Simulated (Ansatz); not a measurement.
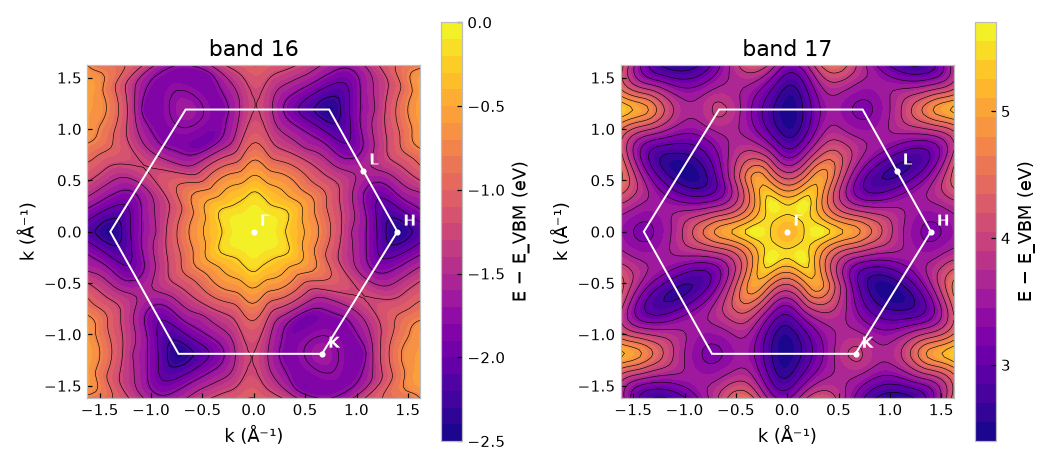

Two bands of SiC (P6_3mc) over the plane through Γ, H and L: the highest mostly filled and the lowest mostly empty one.

Computed with Ansatz 0.2.0, DFT PBE, scalar-relativistic, plane waves, PAW; levels and slopes on a dense k mesh at the converged density. No spin polarisation. k mesh for the levels: 42×42×12. Unrelaxed database geometry (residual pressure 4 GPa). The cell comes from a database of computed structures, not from a measurement.

Question: Give both levels and their distance at the named points.

Answer:
| point | lower band (eV) | upper band (eV) | distance (eV) |
| --- | --- | --- | --- |
| Γ | 0.00 | 5.11 | 5.11 |
| K | −1.67 | 3.98 | 5.65 |
| H | −2.45 | 3.24 | 5.70 |
| L | −1.55 | 2.64 | 4.20 |

Question: Where are the band edges of the whole zone?

Answer: The valence band has one maximum at Γ, two bands meeting there, with masses of 0.31 and 3.59 mₑ along x, 0.31 and 3.62 mₑ along y and 1.63 mₑ along z; the conduction band has three equivalent minima at M, principal masses 0.28, 0.31 and 0.56 mₑ. The gap is indirect, 2.23 eV at this level of theory (semilocal functionals give gaps that are too small, and can reorder valleys that lie close).

Spin-orbit coupling, left out here, can split bands that meet at an edge and change their masses.
